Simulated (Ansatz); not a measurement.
This input was run:

```
crystal:
  lattice:
    - [3.936404118, 0.0, 0.0]
    - [0.0, 3.936404118, 0.0]
    - [0.0, 0.0, 3.936404118]
  atoms:
    - { symbol: Sr, position: [0.5, 0.5, 0.5] }
    - { symbol: Ti, position: [0.0, 0.0, 0.0] }
    - { symbol: O, position: [0.5, 0.0, 0.0] }
    - { symbol: O, position: [0.0, 0.5, 0.0] }
    - { symbol: O, position: [0.0, 0.0, 0.5] }
basis:
  ecutwfc: 420
kpoints:
  mp_grid: { grid: [8, 8, 8] }
  band_path:
    path:
      - [[0.0, 0.0, 0.0], [0.0, 0.5, 0.0], [0.5, 0.5, 0.0], [0.0, 0.0, 0.0], [0.5, 0.5, 0.5], [0.0, 0.5, 0.0]]
      - [[0.5, 0.5, 0.5], [0.5, 0.5, 0.0]]
    npoints: 14
hamiltonian:
  xc: pbe
scf:
  occupations: { method: gaussian, width: 0.02 }
  n_extra_bands: 12
output:
  forces: true
  stress: true
  eigenvalues: true
  populations: true
  dos: { projected: true, de: 0.02, nscf_kmesh: { grid: [12, 12, 12] } }
  bader: true
  write_density: true
  write_potential: true
  elf: true
  volumetric_format: npy
```

Run as:
```bash
ansatz run input.yaml --threads 2 --pin off --max-ram 5120MiB --backend cpu --events-out ev --progress --plain --runs-dir out
```

What does the calculation give for the electronic structure? The path is Γ–X–M–Γ–R–X|R–M.

The material is gapped. The gap along this path is 1.84 eV and indirect, from the valence-band top at R to the conduction-band bottom at Γ; the smallest direct gap is 2.20 eV, at Γ. Three bands meet at the valence-band top at R: it is triply degenerate (spin aside). The top valence band spans 1.0 eV and the lowest conduction band 2.5 eV. The direct gaps are 2.20 eV at Γ, 2.72 eV at X and 4.34 eV at R.

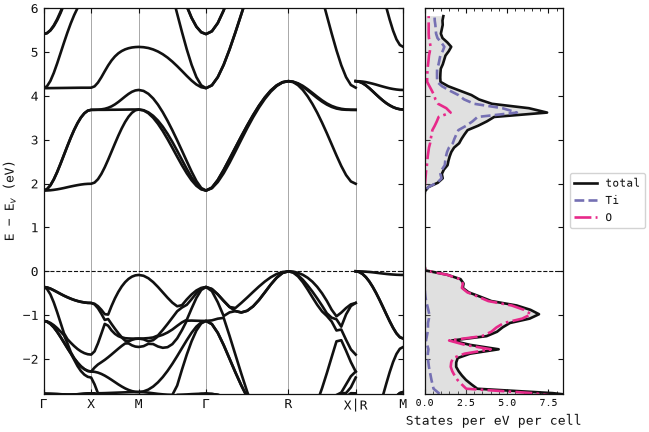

Band structure and density of states. Energies are counted from the top of the valence band. The partial curves are projected on Löwdin-orthogonalised atomic shells.
